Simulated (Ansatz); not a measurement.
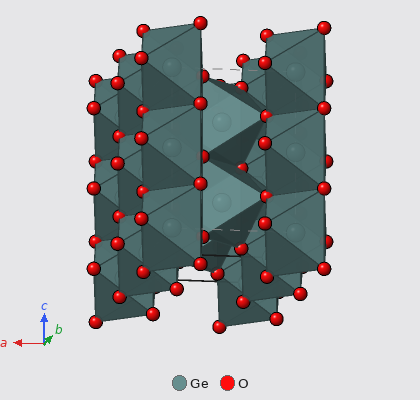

GeO2, space group P4_2/mnm (No. 136), a = 4.428 Å, b = 4.428 Å, c = 2.884 Å, α = 90.00°, β = 90.00°, γ = 90.00°. Source: the end point of a relaxation with Ansatz 0.2.0, DFT PBEsol, scalar-relativistic, plane waves, PAW. Forms under 0.4 % of the area are left out.

Estimate the growth shape by the BFDH rule (face distance proportional to 1/d, absences counted).

Answer. The forms computed, by share of the surface:

```json
{"form": "{110}", "faces": "4", "d (Å)": "3.131", "share of area (%)": "58.9"}
{"form": "{101}", "faces": "8", "d (Å)": "2.417", "share of area (%)": "41.1"}
```

The crystal is roughly equant (blocky). Widths along a, b and c stand as 1.00 : 1.00 : 1.09.

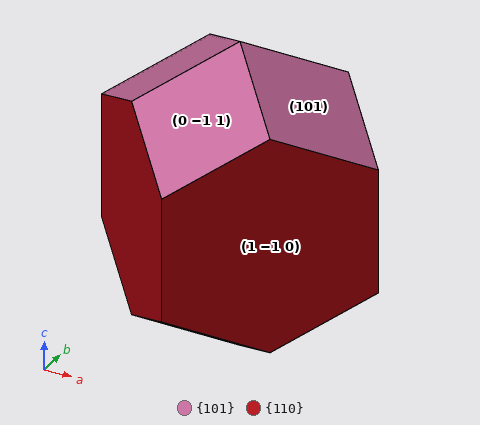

The computed shape, faces indexed. The rule is geometric and ignores bonding and growth conditions.
